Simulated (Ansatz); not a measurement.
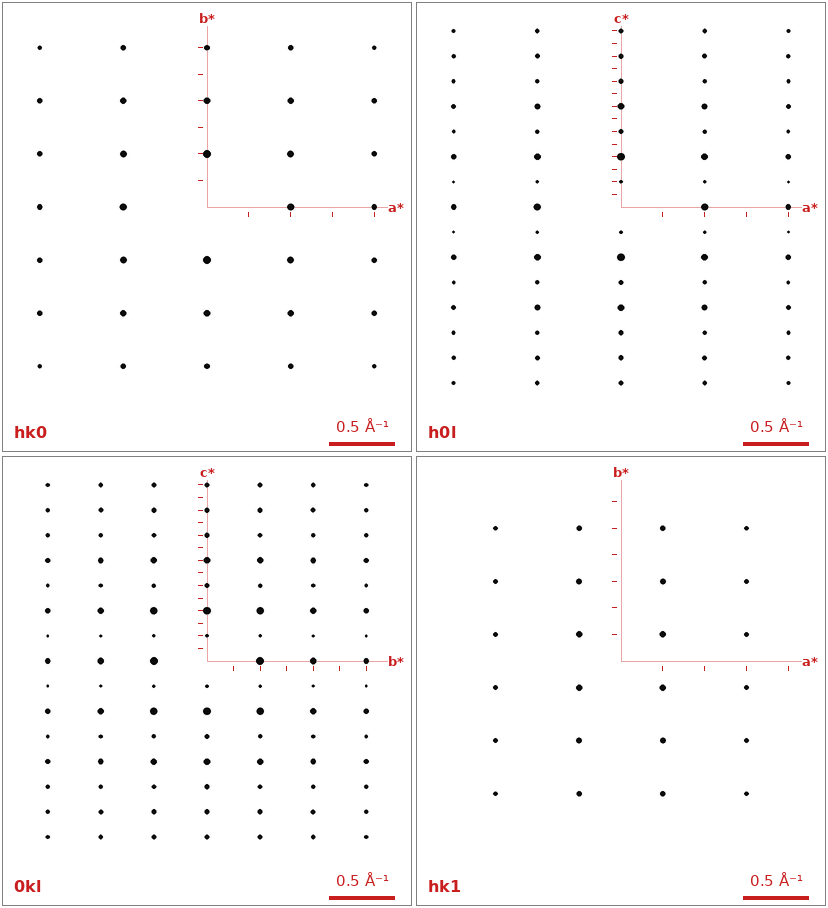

Simulated precession-type sections (X-rays; kinematic intensities, B = 0.5 Å²). The ticks mark integer indices of the conventional cell.

The compound is Ta. Structure: the geometry relaxed with Ansatz, DFT r2SCAN, scalar-relativistic, plane waves, PAW; the starting structure was generated, so it need not be a known form of this composition.

### What cell do the layers give?

a* = 0.327, b* = 0.207, c* = 0.098 Å⁻¹; the cell is orthorhombic with a = 3.06 Å, b = 4.83 Å, c = 10.19 Å.

### List the systematic absences.

Reflections are present only under these conditions. hkl: h + k = 2n, h + l = 2n; hk0: h = 2n, k = 2n; h0l: h = 2n, l = 2n; 0kl: k = 2n, l = 2n; h00: h = 2n; 0k0: k = 2n; 00l: l = 2n. The lattice is face-centred (F).

### Which space groups fit?

The intensities have Laue symmetry mmm (the hk0 layer shows 2mm, hk1 shows 2mm). With these conditions the candidates are F222 (No. 22), Fmm2 (No. 42), Fmmm (No. 69). Diffraction geometry alone does not choose among them; the structure has Fmmm.
